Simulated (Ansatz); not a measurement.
This input was run:

```
crystal:
  lattice:
    - [0.0, 3.051118231, 3.051118231]
    - [3.051118231, 0.0, 3.051118231]
    - [3.051118231, 3.051118231, 0.0]
  atoms:
    - { symbol: Cs, position: [0.0, 0.0, 0.0] }
    - { symbol: H, position: [0.5, 0.5, 0.5] }
basis:
  ecutwfc: 420
kpoints:
  mp_grid: { grid: [8, 8, 8] }
  band_path:
    path:
      - [[0.0, 0.0, 0.0], [0.5, 0.0, 0.5], [0.625, 0.25, 0.625]]
      - [[0.375, 0.375, 0.75], [0.0, 0.0, 0.0], [0.5, 0.5, 0.5], [0.5, 0.25, 0.75], [0.5, 0.0, 0.5]]
    npoints: 14
hamiltonian:
  xc: lda
scf:
  occupations: { method: gaussian, width: 0.02 }
  n_extra_bands: 6
output:
  forces: true
  stress: true
  eigenvalues: true
  populations: true
  dos: { projected: true, de: 0.02, nscf_kmesh: { grid: [12, 12, 12] } }
  bader: true
  write_density: true
  write_potential: true
  elf: true
  volumetric_format: npy
```

Launched with:
```bash
ansatz run input.yaml --threads 1 --pin off --max-ram 2560MiB --backend cpu --events-out ev --progress --plain --runs-dir out
```

What does the calculation give for the electronic structure? The path is Γ–X–U|K–Γ–L–W–X.

The bands leave a gap. The gap along this path is 1.75 eV and direct: both edges lie at L. The top valence level at L is a single band, not degenerate (spin aside). The top valence band spans 2.2 eV and the lowest conduction band 3.2 eV. The direct gaps are 7.13 eV at Γ, 4.96 eV at W and 4.19 eV at X.

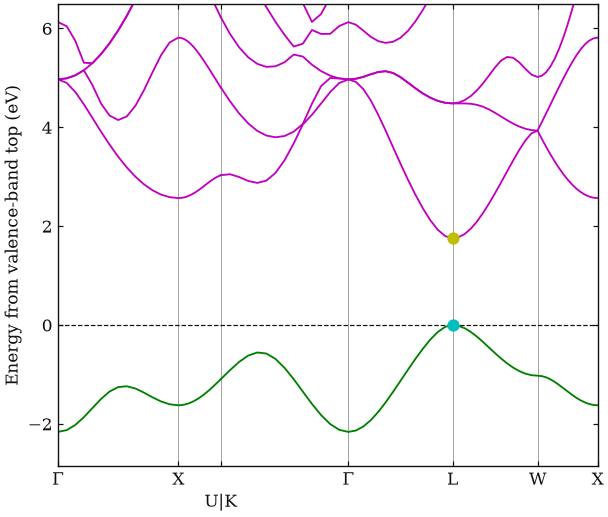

Band structure. Energies are counted from the top of the valence band.
